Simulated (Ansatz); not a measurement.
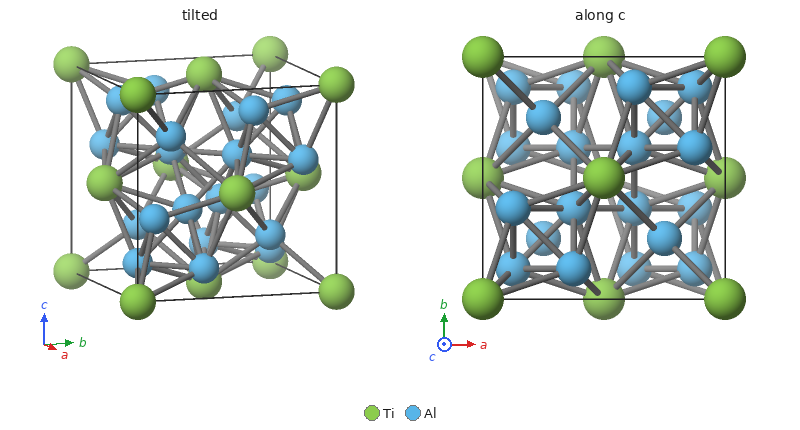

The crystal in a ball-and-stick representation, seen slightly off an axis and along the c axis. One conventional unit cell is framed, with atoms on its boundary repeated. Cell: a = 7.35 Å, b = 7.35 Å, c = 7.35 Å, α = 90.00°, β = 90.00°, γ = 90.00°.

The initial geometry was a structure type filled with these elements by a generator (whether the compound takes this form wasn't checked). Earlier steps of the study may have refined or changed the cell and positions. It was run through Ansatz as a DFT input.

### Describe the crystal.

Composition: TiAl$_{5}$. It belongs to space group F-43m (No. 216) and has a face-centred cubic lattice. The cell comprises 4 formula units: 4 Ti, 20 Al. Ti is surrounded by 16 Al at about 3.0 to 3.2 Å. Al takes two kinds of site: 4c with four Ti in a tetrahedral arrangement at about 3.2 Å; 16e with six Al and three Ti (about 2.6 Å to Al, 3.0 Å to Ti). The bonds build a three-dimensional framework.

All computed values are from DFT PBE, scalar-relativistic, plane waves, PAW in Ansatz. Settings: a 420 eV plane-wave basis, k-points about 0.15 Å⁻¹ apart, Gaussian smearing of 0.1 eV, no spin polarisation.

### Is it conducting or gapped at this level?

A metal: bands cross the Fermi level.

### What are the atomic charges by Bader's partition?

Ti +1.00 e; Al -0.31 to +0.22 e.

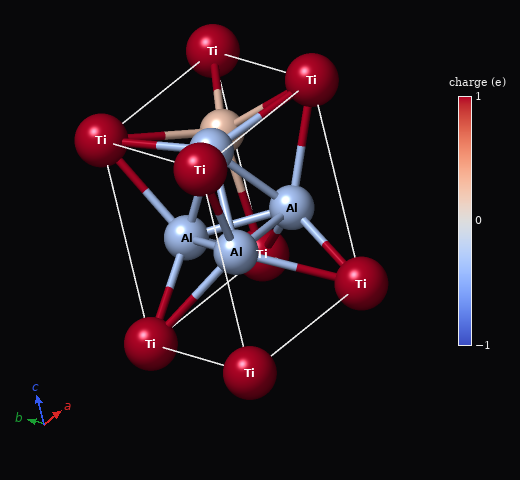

The atoms coloured by those charges. The run's cell of 6 atoms is drawn, so axes and origin can differ from the first picture.

### Can this geometry be taken as optimised?

Yes. All forces vanish to within 0.01 eV/Å. The pressure is 0.0 GPa, close to zero.
